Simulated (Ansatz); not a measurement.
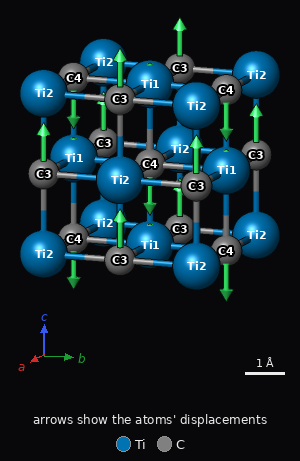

One vibrational mode of solid TiC at the zone centre of a doubled cell. The green arrows give the relative displacements of the atoms. The picture is a ball-and-stick view of the conventional cell (2 times the calculation's cell), seen slightly off an axis. Lengths and directions refer to the drawn axes.

The calculation used DFT PBEsol, scalar-relativistic, plane waves, PAW (Ansatz 0.2.0).

Input file:
```yaml
crystal:
  lattice:
    - [0.0, -2.1466854843, -2.1466854843]
    - [0.0, 2.1466854843, -2.1466854843]
    - [4.2933709686, 0.0, 0.0]
  atoms:
    - { symbol: Ti, position: [0.5, 0.5, 0.5] }
    - { symbol: Ti, position: [0.0, 0.0, 0.0] }
    - { symbol: C, position: [0.5, 0.5, 0.0] }
    - { symbol: C, position: [0.0, 0.0, 0.5] }
basis:
  ecutwfc: 420
kpoints:
  mp_grid: { grid: [20, 20, 14] }
hamiltonian:
  xc: pbesol
scf:
  occupations: { method: gaussian, width: 0.15 }
output:
  eigenvalues: true
phonons:
  method: fd
  supercell: [1, 1, 1]
  amplitude: 0.02
  eigenvectors: true
  dielectric: false
```

Run as
```bash
ansatz run input.yaml --threads 2 --pin off --max-ram 5120MiB --backend cpu --events-out ev --progress --plain --runs-dir out
```

> Give the character and frequency of this mode.

This is a doubly degenerate mode (one member of the set is drawn) at 538 cm⁻¹, level 3 of 5, counted from below (the three translations aside). All motion is along c; atoms of one kind move against one another, with no net shift of any sublattice; it stretches the shortest C–Ti bonds (2.15 Å); the kinetic energy is shared as C 99 %, Ti 1 %. It changes sign from one half of the doubled cell to the other: it belongs to the zone boundary, q = (0, 1/2, 1/2) in the reciprocal vectors of the undoubled cell.
